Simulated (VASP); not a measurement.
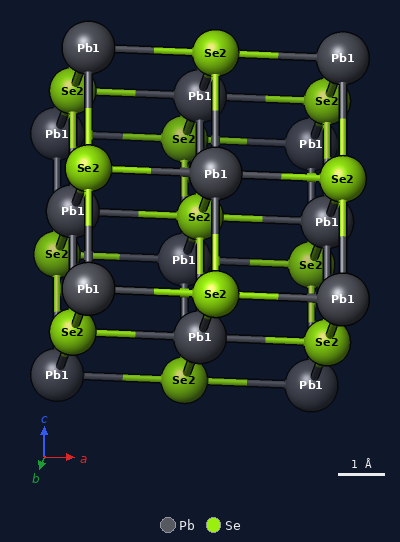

The structure as given in the input (ball-and-stick view of the cell 4 times as large as that of the calculation, set on its symmetry axes, seen at an oblique angle; atoms are numbered from 1 in the order of the input).

## Mending a geometry relaxation on PbSe

System: PbSe (2 atoms in the cell).
Method of run 1: DFT, plane waves, PAW, settings varied from a PBE run (VASP 6.6.1).

The structure was built on a prototype by a generator. The run did not end well. 

### INCAR, run 1
```
ENCUT = 600.000000
SIGMA = 0.020000
EDIFF = 1.00e-07
EDIFFG = -5.00e-03
GGA = PE
PREC = Accurate
IBRION = 2
ISIF = 3
ISMEAR = -1
NBANDS = 17
LASPH = .TRUE.
LCHARG = .FALSE.
LWAVE = .FALSE.
LREAL = .FALSE.
NELM = 82
NSW = 30
IMIX = 1
AMIX = 2.0
BMIX = 0.0001
```

### KPOINTS, run 1
```
KPOINTS created by Atomic Simulation Environment
0
Gamma
8 8 8
0 0 0
```

### POSCAR, run 1
```
Pb Se
 1.0000000000000000
     0.0000000000000000    2.8250139999999999    2.8250139999999999
     2.8250139999999999    0.0000000000000000    2.8250139999999999
     2.8250139999999999    2.8250139999999999    0.0000000000000000
 Pb  Se
   1   1
Cartesian
  0.0000000000000000  0.0000000000000000  0.0000000000000000
  2.8250139999999999  2.8250139999999999  2.8250139999999999
```

Command:
```bash
mpirun -np 1 vasp_std
```

Hardware: 1 CPU thread, shared host.

### OSZICAR and lines of OUTCAR (run 1)
```
N       E                     dE             d eps       ncg     rms          rms(c)
DAV:   1     0.164867505543E+03    0.16487E+03   -0.10560E+04   986   0.141E+03
DAV:   2     0.426895662743E+01   -0.16060E+03   -0.15537E+03  1014   0.341E+02
DAV:   3    -0.722405488837E+01   -0.11493E+02   -0.11413E+02  1301   0.939E+01
DAV:   4    -0.746909469466E+01   -0.24504E+00   -0.24487E+00  1187   0.141E+01
DAV:   5    -0.747679703531E+01   -0.77023E-02   -0.77020E-02  1473   0.254E+00    0.403E+00
DAV:   6    -0.953919092558E+01   -0.20624E+01   -0.13242E+01  1522   0.355E+01    0.589E+00
DAV:   7    -0.357252172685E+02   -0.26186E+02   -0.16689E+02  1566   0.111E+02    0.188E+01
DAV:   8    -0.274385612787E+03   -0.23866E+03   -0.10110E+03  1211   0.914E+02    0.491E+01
DAV:   9    -0.253981206064E+04   -0.22654E+04   -0.18388E+04  1840   0.827E+02    0.102E+03
DAV:  10    -0.123944946034E+05   -0.98547E+04   -0.93182E+04  1750   0.142E+03    0.206E+03
DAV:  11    -0.253283946433E+05   -0.12934E+05   -0.11216E+05  1756   0.146E+03    0.251E+03
DAV:  12    -0.466432955139E+05   -0.21315E+05   -0.20180E+05  1844   0.238E+03    0.302E+03
[... from OUTCAR:]
                |
|     ERROR FEXCP: supplied Exchange-correletion table                        |
|      is too small, maximal index : 3891                                     |
|                                                                             |
|       ---->  I REFUSE TO CONTINUE WITH THIS SICK JOB ... BYE!!! <----       |
|                                                                             |
 -----------------------------------------------------------------------------

1
```

What went wrong, and how is the input to be mended?

Answer. Some settings of this run were drawn to be unusual or wrong (NELM = 82; NSW = 30; IMIX = 1; AMIX = 2.0; BMIX = 0.0001). The run ended with an error: “ERROR FEXCP: supplied Exchange-correletion table is too small, maximal index : 3891 ----> I REFUSE TO CONTINUE WITH THIS SICK JOB ... BYE!!! <----”

A run of the same system that converges differs from this input as follows (lines with − go, lines with + come):
```diff
+NELM = 120
+NSW = 40
-NELM = 82
-NSW = 30
-IMIX = 1
-AMIX = 2.0
-BMIX = 0.0001
```

### OSZICAR and lines of OUTCAR (run 2)
```
N       E                     dE             d eps       ncg     rms          rms(c)
DAV:   1     0.165313422495E+03    0.16531E+03   -0.10359E+04   986   0.132E+03
DAV:   2     0.429691107413E+01   -0.16102E+03   -0.15583E+03  1014   0.325E+02
DAV:   3    -0.819909730165E+01   -0.12496E+02   -0.12379E+02  1356   0.931E+01
DAV:   4    -0.850928012565E+01   -0.31018E+00   -0.30991E+00  1165   0.162E+01
DAV:   5    -0.851999517310E+01   -0.10715E-01   -0.10714E-01  1486   0.295E+00    0.271E+00
DAV:   6    -0.819934692881E+01    0.32065E+00   -0.81280E-01  1461   0.590E+00    0.148E+00
DAV:   7    -0.819552186602E+01    0.38251E-02   -0.13000E-01  1183   0.167E+00    0.837E-01
DAV:   8    -0.819928732984E+01   -0.37655E-02   -0.15029E-02  1202   0.129E+00    0.185E-01
DAV:   9    -0.819868427987E+01    0.60305E-03   -0.35017E-03  1488   0.533E-01    0.592E-02
DAV:  10    -0.819876843088E+01   -0.84151E-04   -0.25936E-04  1181   0.916E-02    0.220E-02
DAV:  11    -0.819877538546E+01   -0.69546E-05   -0.63063E-05  1260   0.791E-02    0.882E-03
DAV:  12    -0.819877549169E+01   -0.10624E-06   -0.34521E-06  1282   0.131E-02    0.224E-03
DAV:  13    -0.819877551323E+01   -0.21540E-07   -0.16656E-07  1109   0.417E-03
   1 F= -.81987755E+01 E0= -.81987754E+01  d E =-.819878E+01
       N       E                     dE             d eps       ncg     rms          rms(c)
DAV:   1    -0.819910085169E+01   -0.32536E-03   -0.94936E-03  1279   0.151E+00    0.950E-02
DAV:   2    -0.819883205685E+01    0.26879E-03   -0.51268E-04  1285   0.360E-01    0.352E-02
DAV:   3    -0.819878567491E+01    0.46382E-04   -0.19299E-04  1275   0.205E-01    0.696E-03
DAV:   4    -0.819878456972E+01    0.11052E-05   -0.44787E-06  1045   0.203E-02    0.268E-03
DAV:   5    -0.819878393060E+01    0.63912E-06   -0.70396E-07  1274   0.106E-02    0.113E-03
DAV:   6    -0.819878387181E+01    0.58797E-07   -0.59787E-08   587   0.392E-03
   2 F= -.81987839E+01 E0= -.81987838E+01  d E =-.835857E-05
[... from OUTCAR:]
   NELECT =      20.0000    total number of electrons
 E-fermi :   4.6816
  free  energy   TOTEN  =        -8.1987838718 eV
  energy  without entropy=       -8.1987837444  energy(sigma->0) =       -8.19878381
```

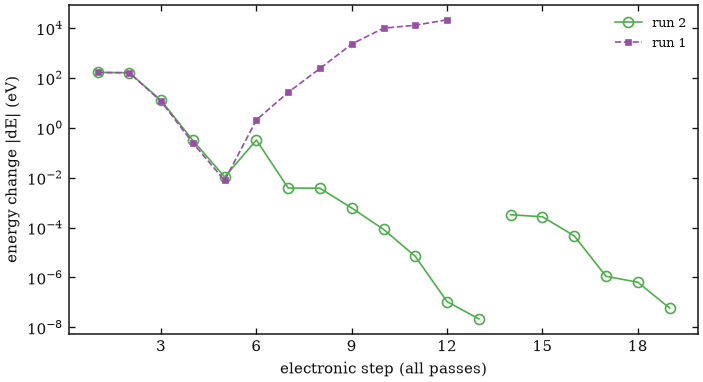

Convergence of the two runs: energy change |dE| against the electronic step. A break in a curve parts two SCF passes. Run 2 takes 19 steps in all, and run 1 stops after 12.

### The two runs side by side

| quantity | run 1 | run 2 |
| --- | --- | --- |
| outcome | error | converged |
| free energy per atom (eV) | – | −4.0994 |
| pressure (GPa) | – | −0.01 |
| volume per atom (Å³) | – | 30.06 |
| largest force (eV/Å) | – | 0.000 |
| SCF iterations | – | 19 |
| irreducible k-points | – | 29 |

Notes on run 2: Spin–orbit coupling is left out, which matters for Pb. The volume changed by more than 5 % on the plane waves of the start, so the result carries a basis error; a second relaxation from the end is advised.
